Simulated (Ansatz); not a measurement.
Mg₅ZnO₆

Input file:

```
crystal:
  lattice:
    - [3.0187913742, 0.0, 0.0]
    - [-1.5093956871, 2.6143500188, 0.0]
    - [0.0, 0.0, 14.7673278216]
  atoms:
    - { symbol: Mg, position: [0.3333333333, 0.6666666667, 0.8323042667] }
    - { symbol: Mg, position: [0.6666666667, 0.3333333333, 0.1676957333] }
    - { symbol: Mg, position: [0.3333333333, 0.6666666667, 0.3338966698] }
    - { symbol: Mg, position: [0.0, 0.0, 0.5] }
    - { symbol: Mg, position: [0.6666666667, 0.3333333333, 0.6661033302] }
    - { symbol: Zn, position: [0.0, 0.0, 0.0] }
    - { symbol: O, position: [0.6666666667, 0.3333333333, 0.9133950012] }
    - { symbol: O, position: [0.3333333333, 0.6666666667, 0.0866049988] }
    - { symbol: O, position: [0.0, 0.0, 0.250863309] }
    - { symbol: O, position: [0.6666666667, 0.3333333333, 0.4169515992] }
    - { symbol: O, position: [0.3333333333, 0.6666666667, 0.5830484008] }
    - { symbol: O, position: [0.0, 0.0, 0.749136691] }
basis:
  ecutwfc: 420
kpoints:
  mp_grid: { grid: [12, 12, 2] }
hamiltonian:
  xc: pbe
scf:
  occupations: { method: fixed }
output:
  forces: true
  stress: true
  eigenvalues: true
  write_density: true
  write_potential: true
  elf: true
  volumetric_format: npy
relax:
  adjacent_minimum: "off"
  f_tol: 0.001
  max_steps: 60
  cell: { stress_tol: 0.01 }
```

Run with:

```sh
ansatz run input.yaml --threads 1 --pin off --max-ram 2560MiB --backend cpu --events-out ev --progress --plain --runs-dir out
```

Below, planes, directions and counts refer to the conventional cell (a = 3.02 Å, b = 3.02 Å, c = 14.77 Å, α = 90.00°, β = 90.00°, γ = 120.00°).

Space group P-3m1; a structure generated by program, which may or may not match a known phase.

All numbers below come from Ansatz, DFT PBE, scalar-relativistic, plane waves, PAW.

In a PAW calculation such maps are meaningful between the atoms, not at the nuclei.

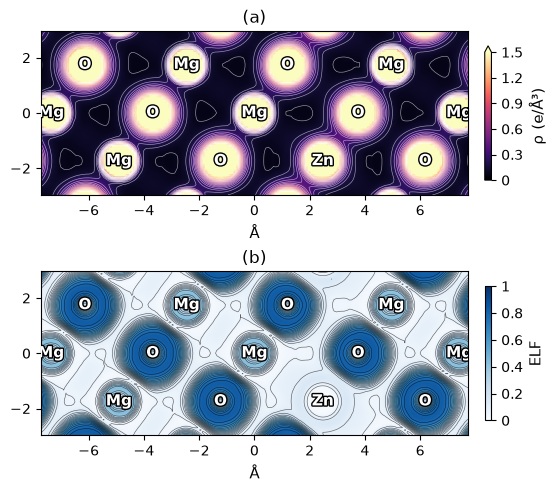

Figure 1. (a) valence pseudo-density; (b) electron localisation function on the (110) plane of the conventional cell.

What do the fields say about this system?

Answer.
- The plane passes through Mg, Zn and O nuclei.
- Mg–O (2.11 Å): ρ at the midpoint is about 0.32 e/Å³; the ELF peaks at about 0.85 in the valence shell of O, 0.6 Å from its nucleus, and is about 0.30 at the midpoint (a closed-shell, largely ionic contact).
- Zn–O (2.16 Å): ρ is about 0.4 e/Å³ halfway; the ELF peaks at about 0.80 in the valence shell of O, 0.6 Å from its nucleus, and is about 0.15 at the midpoint: no shared electron pair shows on this line.
- Between the atoms the lowest density in this plane is 0.06 e/Å³.

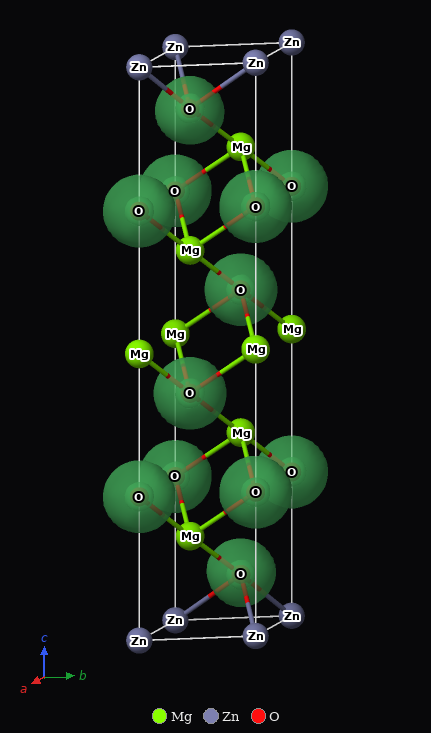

Figure 2. Isosurface of the ELF at 0.7 (green), seen slightly off an axis. Core shells and regions of very low density are left out. Sticks mark near contacts.

Identify the bonds, lone pairs and shells in this picture.

Answer. At this value the surface marks out six regions wrapped around O (the valence shell of each), counted in one cell of 12 atoms. Any copies at cell faces, edges or corners count once.

Does the calculation give a band gap?

Answer. It is gapped, with a Kohn–Sham gap of 3.3 eV on the k-point mesh (the band edges may lie off the mesh, which would make the gap smaller).
